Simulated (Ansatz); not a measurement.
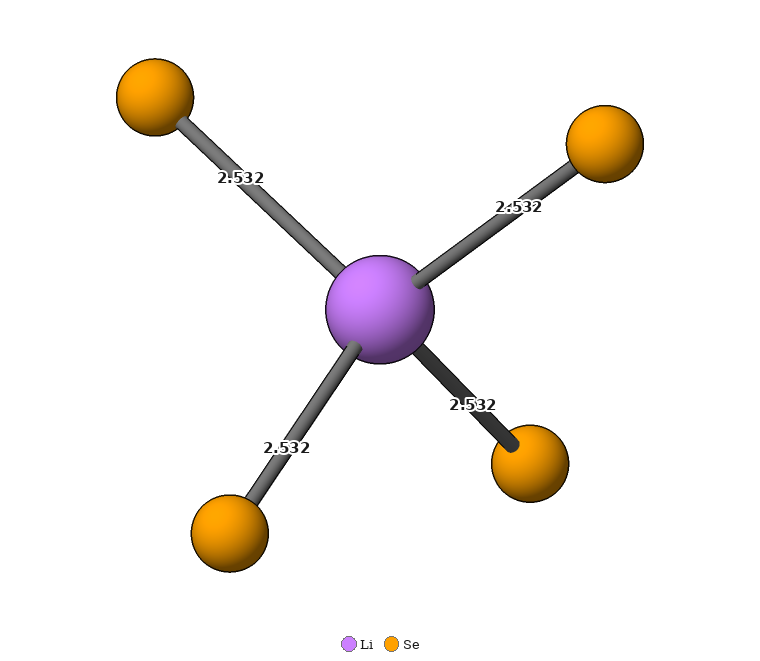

The surroundings of site Li1 (at 0.250, 0.750, 0.750) in Li2Se (Fm-3m, No. 225), with bond lengths in Å.

Origin of the cell: the end point of a relaxation with DFT, LDA, plane waves, PAW in Ansatz.

```
Li Se
1.0
     5.84743    0.00000    0.00000
     0.00000    5.84743    0.00000
     0.00000    0.00000    5.84743
Li Se
8 4
Direct
  0.25000 0.75000 0.75000
  0.25000 0.25000 0.75000
  0.25000 0.25000 0.25000
  0.25000 0.75000 0.25000
  0.75000 0.75000 0.25000
  0.75000 0.25000 0.25000
  0.75000 0.25000 0.75000
  0.75000 0.75000 0.75000
  0.00000 0.00000 0.00000
  0.00000 0.50000 0.50000
  0.50000 0.00000 0.50000
  0.50000 0.50000 0.00000
```

Bond valence s = exp((R0 − d)/b), R0 fitted to published crystal structures with b = 0.37 Å; R0 in Å: Li+–Se 2.032.

Q: Calculate the bond-valence sum of Li1 from the bonds drawn.

A: 4 × 0.259 = 1.04 v.u., against a formal valence of 1: a close match.

Q: And over the whole structure?

A:
```
site              x, y, z  formal valence  bond-valence sum  difference
 Li1  0.250, 0.750, 0.750              +1              1.04        0.04
 Se1  0.000, 0.000, 0.000              −2              2.08        0.08
```

These sums include all anions within 5 Å. The global instability index (root mean square of the differences over all atoms) is 0.06 v.u.: little strain. Cells relaxed with LDA tend to have short bonds, which raises the sums.
